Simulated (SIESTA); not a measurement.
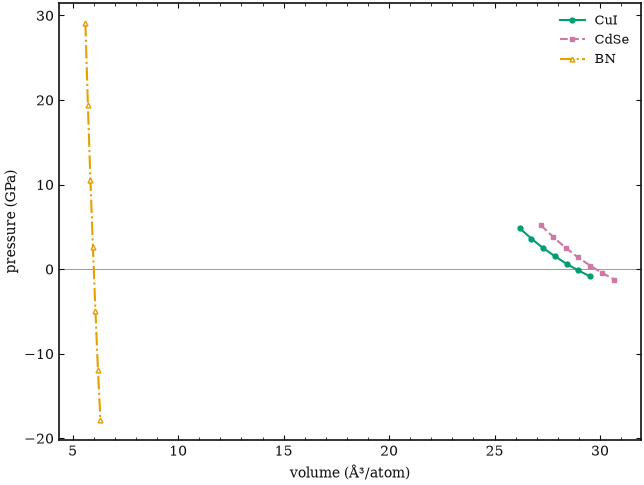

Figure. Pressure against volume, with one curve for each compound, for BN, CdSe and CuI (all in space group F-43m (No. 216)).

Settings that differ: CuI: k mesh 8×8×8; CdSe: k mesh 8×8×8; BN: k mesh 13×13×13.

The fitted equilibrium volumes, smallest first, are BN 5.999, CuI 28.845, CdSe 29.783 Å³/atom. The fitted bulk moduli, smallest first, are CuI 39.8, CdSe 43.9, BN 380.4 GPa. For CuI, the pressure falls from 4.84 GPa at volume 26.19 Å³/atom to −0.86 GPa at 29.53 Å³/atom, and changes sign near 28.86 Å³/atom. For CdSe, the pressure falls from 5.17 GPa at volume 27.21 Å³/atom to −1.24 GPa at 30.68 Å³/atom, and changes sign near 29.80 Å³/atom. For BN, the pressure falls from 29.10 GPa at volume 5.6017 Å³/atom to −17.88 GPa at 6.3168 Å³/atom, and changes sign near 6.00 Å³/atom.

Computed with SIESTA 5.4.2: DFT in numerical atomic orbitals with pseudopotentials, no spin polarisation; energies at scaled volumes of the given cell, shape and fractions fixed, counted from the fit's minimum, third-order Birch-Murnaghan fit. Level: PBE.

- occupations: Fermi–Dirac
- smearing width: 0.05 eV
- potentials: PseudoDojo 0.4 standard, converted to PSML, two zetas on semicore shells

Note: mulliken charges of long orbitals; short basis over semicore shells (CuI).
